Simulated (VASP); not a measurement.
# Geometry relaxation, with input and output: Si (part 2 of 2)

The same run, continued: Si (Fd-3m, 2 atoms in the cell); Kohn-Sham DFT of a periodic cell, PBEsol, VASP PAW PBE potentials, recommended, no spin polarisation (VASP 6.6.1); cutoff 600 eV, 10×10×10 k-mesh, Gaussian smearing of 0.03 eV. The structure derives from an entry of the Crystallography Open Database.

Geometry of the input (Å; fractional positions):
```
0.0000  2.7136  2.7136
2.7136  0.0000  2.7136
2.7136  2.7136  0.0000
Si 0.7500  0.7500  0.7500
Si 0.5000  0.5000  0.5000
```

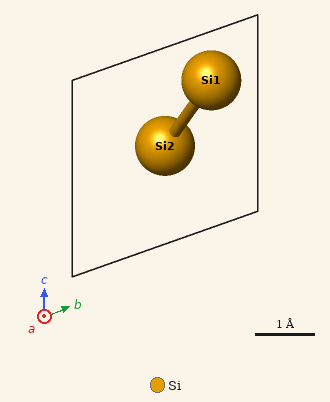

Figure 1. The geometry at step 1 of the log (ball-and-stick view of the cell of the calculation, along the a axis; atoms are numbered from 1 in the order of the input).

**Parts of OUTCAR, continued**
```
 maximum number of plane-waves:      1363
   NGX = 15   NGY = 15   NGZ = 15

--------------------------------------- Ionic step        1  -------------------------------------------

 number of electron       7.9999999 magnetization

 Free energy of the ion-electron system (eV)
  ---------------------------------------------------
  ext. energy  EPLUGINS =         0.00000000
  ---------------------------------------------------
  free energy    TOTEN  =       -11.49228947 eV

  energy without entropy =      -11.49228947  energy(sigma->0) =      -11.49228947

------------------------ aborting loop because EDIFF is reached ----------------------------------------

  FORCE on cell =-STRESS in cart. coord.  units (eV):
  Direction    XX          YY          ZZ          XY          YZ          ZX
  --------------------------------------------------------------------------------------
  -------------------------------------------------------------------------------------
  Total        0.1140348      0.1140348      0.1140348     -0.0000000      0.0000000     -0.0000000
  in kB        4.5719330      4.5719330      4.5719330     -0.0000000      0.0000000     -0.0000000
  external PRESSURE =       4.5719330 kB  Pullay stress =       0.0000000 kB

 VOLUME and BASIS-vectors are now :
 -----------------------------------------------------------------------------
  energy-cutoff  :      600.00
  volume of cell :       39.96
      direct lattice vectors                 reciprocal lattice vectors
     0.000000000  2.713560000  2.713560000    -0.184259792  0.184259792  0.184259792
     2.713560000  0.000000000  2.713560000     0.184259792 -0.184259792  0.184259792
     2.713560000  2.713560000  0.000000000     0.184259792  0.184259792 -0.184259792

 POSITION                                       TOTAL-FORCE (eV/Angst)
 -----------------------------------------------------------------------------------
      4.07034      4.07034      4.07034        -0.000000     -0.000000     -0.000000
      2.71356      2.71356      2.71356         0.000000      0.000000      0.000000
 -----------------------------------------------------------------------------------
    total drift:                               -0.000000     -0.000000     -0.000000

  FREE ENERGIE OF THE ION-ELECTRON SYSTEM (eV)
  ---------------------------------------------------
  free  energy   TOTEN  =       -11.4922894727 eV

  energy  without entropy=      -11.4922894727  energy(sigma->0) =      -11.49228947

--------------------------------------- Ionic step        2  -------------------------------------------

 number of electron       8.0000000 magnetization

------------------------ aborting loop because EDIFF is reached ----------------------------------------

  FORCE on cell =-STRESS in cart. coord.  units (eV):
  Direction    XX          YY          ZZ          XY          YZ          ZX
  --------------------------------------------------------------------------------------
  -------------------------------------------------------------------------------------
  Total       -0.0801543     -0.0801543     -0.0801543      0.0000000      0.0000000      0.0000000
  in kB       -3.1872075     -3.1872075     -3.1872075      0.0000000      0.0000000      0.0000000
  external PRESSURE =      -3.1872075 kB  Pullay stress =       0.0000000 kB

 VOLUME and BASIS-vectors are now :
 -----------------------------------------------------------------------------
  energy-cutoff  :      600.00
  volume of cell :       40.29
      direct lattice vectors                 reciprocal lattice vectors
    -0.000000000  2.721024113  2.721024113    -0.183754344  0.183754344  0.183754344
     2.721024113  0.000000000  2.721024113     0.183754344 -0.183754344  0.183754344
     2.721024113  2.721024113 -0.000000000     0.183754344  0.183754344 -0.183754344

 POSITION                                       TOTAL-FORCE (eV/Angst)
 -----------------------------------------------------------------------------------
      4.08154      4.08154      4.08154        -0.000000     -0.000000      0.000000
      2.72102      2.72102      2.72102         0.000000      0.000000     -0.000000
 -----------------------------------------------------------------------------------
    total drift:                               -0.000000     -0.000000     -0.000000

  FREE ENERGIE OF THE ION-ELECTRON SYSTEM (eV)
  ---------------------------------------------------
  free  energy   TOTEN  =       -11.4924152878 eV

  energy  without entropy=      -11.4924152878  energy(sigma->0) =      -11.49241529

--------------------------------------- Ionic step        3  -------------------------------------------

 number of electron       7.9999999 magnetization

 Free energy of the ion-electron system (eV)
  ---------------------------------------------------
  ext. energy  EPLUGINS =         0.00000000
  ---------------------------------------------------
  free energy    TOTEN  =       -11.49255543 eV

  energy without entropy =      -11.49255543  energy(sigma->0) =      -11.49255543

 E-fermi :   5.9295     XC(G=0):  -9.5428     alpha+bet :-11.9469

 val. band max:        5.7622116004   @ k =   0.0000   0.0000   0.0000
 cond. band min:       6.2336800473   @ k =   0.4000   0.4000   0.0000
 fundamental gap:      0.4714684470
 Fermi energy:         5.9294791980

 k-point     1 :       0.0000    0.0000    0.0000
  band No.  band energies     occupation
      1      -6.2091      2.00000
      2       5.7622      2.00000
      3       5.7622      2.00000
      4       5.7622      2.00000
      5       8.2784      0.00000
      6       8.2784      0.00000
      7       8.2784      0.00000
      8       9.0552      0.00000

 k-point     2 :       0.1000    0.0000    0.0000
  band No.  band energies     occupation
      1      -6.0780      2.00000
      2       4.6059      2.00000
      3       5.5616      2.00000
      4       5.5616      2.00000
      5       8.2765      0.00000
      6       8.5727      0.00000
      7       8.5727      0.00000
      8       9.9858      0.00000

 k-point     3 :       0.2000    0.0000    0.0000
  band No.  band energies     occupation
      1      -5.6908      2.00000
      2       2.7359      2.00000
      3       5.1790      2.00000
      4       5.1790      2.00000
      5       7.9092      0.00000
      6       9.0797      0.00000
      7       9.0797      0.00000
      8      11.7355      0.00000

 k-point     4 :       0.3000    0.0000    0.0000
  band No.  band energies     occupation
      1      -5.0737      2.00000
      2       0.9450      2.00000
      3       4.8441      2.00000
      4       4.8441      2.00000
      5       7.5421      0.00000
      6       9.2409      0.00000
      7       9.2409      0.00000
      8      13.2716      0.00000

 k-point     5 :       0.4000    0.0000    0.0000
  band No.  band energies     occupation
      1      -4.3227      2.00000
      2      -0.5365      2.00000
      3       4.6324      2.00000
      4       4.6324      2.00000
      5       7.3008      0.00000
      6       9.1150      0.00000
      7       9.1150      0.00000
      8      13.3943      0.00000

 [... the levels of 18 k-points are left out ...]

 k-point    24 :       0.4000    0.3000    0.0000
  band No.  band energies     occupation
      1      -4.0432      2.00000
      2       0.3391      2.00000
      3       2.8795      2.00000
      4       3.3137      2.00000
      5       6.7116      0.00000
      6       7.8986      0.00000
      7      12.6607      0.00000
      8      12.7818      0.00000

 [... further k-points ...]

------------------------ aborting loop because EDIFF is reached ----------------------------------------

  FORCE on cell =-STRESS in cart. coord.  units (eV):
  Direction    XX          YY          ZZ          XY          YZ          ZX
  --------------------------------------------------------------------------------------
  -------------------------------------------------------------------------------------
  Total        0.0009868      0.0009868      0.0009868     -0.0000000      0.0000000      0.0000000
  in kB        0.0393745      0.0393745      0.0393745     -0.0000000      0.0000000      0.0000000
  external PRESSURE =       0.0393745 kB  Pullay stress =       0.0000000 kB

 VOLUME and BASIS-vectors are now :
 -----------------------------------------------------------------------------
  energy-cutoff  :      600.00
  volume of cell :       40.15
      direct lattice vectors                 reciprocal lattice vectors
    -0.000000000  2.717847709  2.717847709    -0.183969101  0.183969101  0.183969101
     2.717847709  0.000000000  2.717847709     0.183969101 -0.183969101  0.183969101
     2.717847709  2.717847709 -0.000000000     0.183969101  0.183969101 -0.183969101

 POSITION                                       TOTAL-FORCE (eV/Angst)
 -----------------------------------------------------------------------------------
      4.07677      4.07677      4.07677        -0.000000     -0.000000     -0.000000
      2.71785      2.71785      2.71785         0.000000      0.000000      0.000000
 -----------------------------------------------------------------------------------
    total drift:                               -0.000000     -0.000000     -0.000000

  FREE ENERGIE OF THE ION-ELECTRON SYSTEM (eV)
  ---------------------------------------------------
  free  energy   TOTEN  =       -11.4925554341 eV

  energy  without entropy=      -11.4925554341  energy(sigma->0) =      -11.49255543

 reached required accuracy - stopping structural energy minimisation
```

**CONTCAR**
```
Si
   1.00000000000000
    -0.0000000000000000    2.7178477093673492    2.7178477093673492
     2.7178477093673492    0.0000000000000000    2.7178477093673492
     2.7178477093673492    2.7178477093673492   -0.0000000000000000
  Si
     2
Direct
     0.7500000000000000    0.7500000000000000    0.7500000000000000
     0.5000000000000000    0.5000000000000000    0.5000000000000000

  0.00000000E+00  0.00000000E+00  0.00000000E+00
  0.00000000E+00  0.00000000E+00  0.00000000E+00
```

**Trajectory as extended XYZ (Å, eV, eV/Å), 3 frames, from step=0 to step=2**
```
2
Lattice="0.0000 2.7136 2.7136 2.7136 0.0000 2.7136 2.7136 2.7136 0.0000" Properties=species:S:1:pos:R:3:forces:R:3 step=0 energy=-11.49229
Si    4.0703    4.0703    4.0703    0.0000   0.0000   0.0000
Si    2.7136    2.7136    2.7136    0.0000   0.0000   0.0000
2
Lattice="-0.0000 2.7210 2.7210 2.7210 0.0000 2.7210 2.7210 2.7210 -0.0000" Properties=species:S:1:pos:R:3:forces:R:3 step=1 energy=-11.49242
Si    4.0815    4.0815    4.0815    0.0000   0.0000   0.0000
Si    2.7210    2.7210    2.7210    0.0000   0.0000   0.0000
2
Lattice="-0.0000 2.7178 2.7178 2.7178 0.0000 2.7178 2.7178 2.7178 -0.0000" Properties=species:S:1:pos:R:3:forces:R:3 step=2 energy=-11.49256
Si    4.0768    4.0768    4.0768    0.0000   0.0000   0.0000
Si    2.7178    2.7178    2.7178    0.0000   0.0000   0.0000
```

**Summary**

```csv
quantity,value
outcome,converged
space group (tolerance 0.01 Å),Fd-3m (227)
electrons treated,8
free energy,−11.4926 eV
Fermi energy,5.929 eV
gap on the k-point mesh,0.47 eV
pressure,0.00 GPa
final volume,40.15 Å³
largest force (length of the vector) at the end,under 0.001 eV/Å
final cell,"a = 3.844 Å, b = 3.844 Å, c = 3.844 Å, α = 60.00°, β = 60.00°, γ = 60.00°"
wall time,39 s
peak memory,0.17 GiB
```
